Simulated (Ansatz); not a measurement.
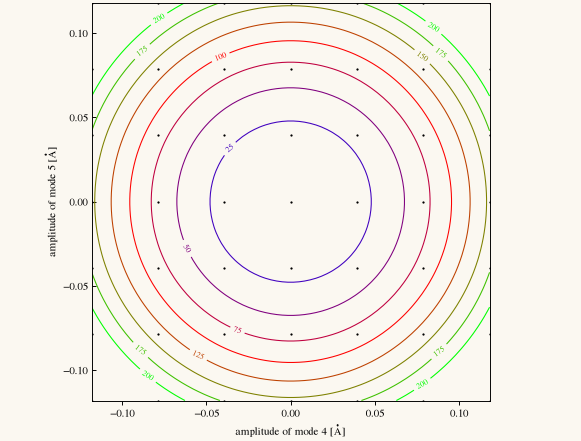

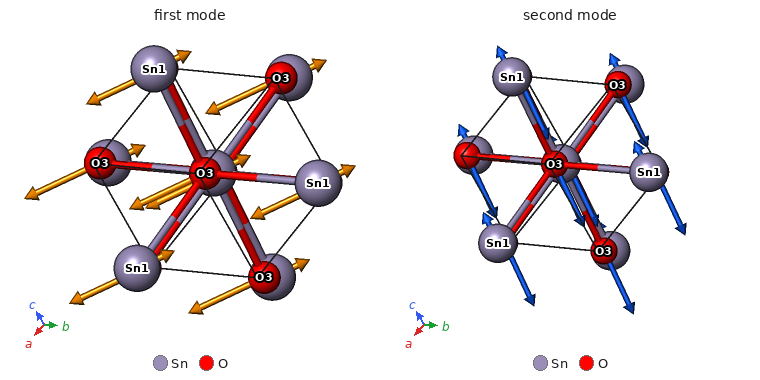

Energy landscape of SnO2 (R-3m, No. 166; 3 atoms in the cell). The energy is mapped over two normal modes frozen in (zone-centre modes of the 3-atom cell of this scan). The first coordinate is: amplitude of mode 4 (381 cm⁻¹), largest displacement; the second: amplitude of mode 5 (381 cm⁻¹), largest displacement. Nothing is relaxed (the cell and all other modes fixed). The grid has 7 × 7 points; 16 points were computed and 33 follow by symmetry. Points are written as (first, second). All energies are given in meV per cell relative to the lowest grid point. Level of theory: DFT PBE, scalar-relativistic, plane waves, PAW in Ansatz. Settings: cutoff 520 eV, k-mesh 12×12×12, gaussian smearing 0.05 eV, no spin polarisation.

In the figure: contour lines labelled in meV (none above 200), dots at the grid points. Between grid points the surface is interpolated. The second picture is the structure at the lowest point

Q: Describe this landscape.

A: The lowest grid point is at (0.000 Å, 0.000 Å). It is the only kind of minimum in the scanned range. The highest grid point, (−0.118 Å, −0.118 Å), lies 318 meV above the lowest. The gap on the k-mesh is 2.0 eV at the lowest point and runs from 2.0 to 2.0 eV over the map.

Grid values (meV):

| second ↓, first → | −0.118 | −0.079 | −0.039 | 0.000 | 0.039 | 0.079 | 0.118 |
| --- | --- | --- | --- | --- | --- | --- | --- |
| 0.118 | 318 | 226 | 172 | 155 | 172 | 226 | 318 |
| 0.079 | 226 | 137 | 85 | 68 | 85 | 137 | 226 |
| 0.039 | 173 | 85 | 34 | 17 | 34 | 85 | 173 |
| 0.000 | 155 | 68 | 17 | 0 | 17 | 68 | 155 |
| −0.039 | 173 | 85 | 34 | 17 | 34 | 85 | 173 |
| −0.079 | 226 | 137 | 85 | 68 | 85 | 137 | 226 |
| −0.118 | 318 | 226 | 172 | 155 | 172 | 226 | 318 |

The whole map (16 points run) took 20 min on 1 thread of Arm Neoverse V1, on a shared host.

PAW datasets: the set soft_1.
